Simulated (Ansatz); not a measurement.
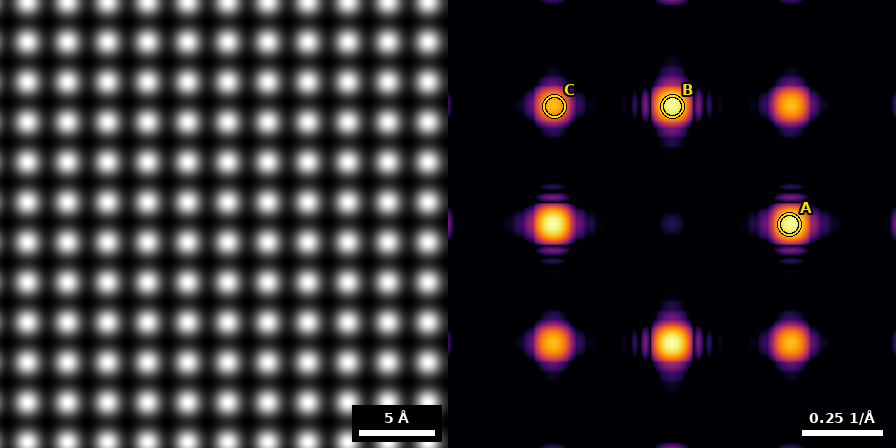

HAADF-like image of Al (Pm-3m, No. 221) along [001]. Simulation: incoherent imaging, intensity Z^1.7 per atom, probe width 1.30 Å, thin sample. The display is stretched by a gamma of 0.8; percentages refer to the linear signal. Structure: the geometry relaxed with DFT, LDA (PW92), plane waves (420 eV) with PAW, scalar-relativistic in Ansatz 0.2.0; the starting structure was generated, so it need not be a known form of this composition.

The right panel is the modulus of the image's Fourier transform on a logarithmic scale.

a = 2.682 Å, b = 2.682 Å, c = 2.682 Å, α = 90.00°, β = 90.00°, γ = 90.00°

Question: Index the marked spots and give their plane spacings (the zone axis points at the viewer; indices equivalent by symmetry, or all signs reversed, are as good).

Answer: A: (-1 0 0), d = 2.68 Å; B: (0 -1 0), d = 2.68 Å; C: (1 -1 0), d = 1.90 Å. A and B enclose 90°, and every spot obeys the zone law hu + kv + lw = 0 for [001].
